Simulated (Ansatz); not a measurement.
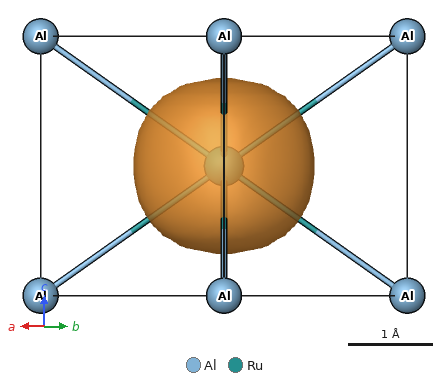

The picture shows: AlRu. Isosurface of the valence charge density (pseudo) at 0.5 e/Å³ (orange), seen along [110]. Sticks mark near contacts.

Space group Pm-3m; a structure from a database of computed crystals, not necessarily the ambient phase; changed on purpose from its base cell (equal strain along all axes, cell held, atoms relaxed: +4.5 %); computed pressure about −22 GPa in this cell; computed without spin polarisation.

The calculation used DFT r2SCAN, scalar-relativistic, plane waves, PAW (Ansatz).

> Which contacts does the surface bridge?

At this value the density breaks into separate islands; it holds about 70 % of the electrons treated as valence (semicore included). It bridges none of the near contacts. It is pinched off along the sampled Al–Ru (2.70 Å) contacts. On the grid the lowest density along these lines, outside the cores, is 0.23 e/Å³ (Al–Ru, 2.70 Å).

> Does the calculation give a band gap?

It is gapless in this calculation (a metal or semimetal).
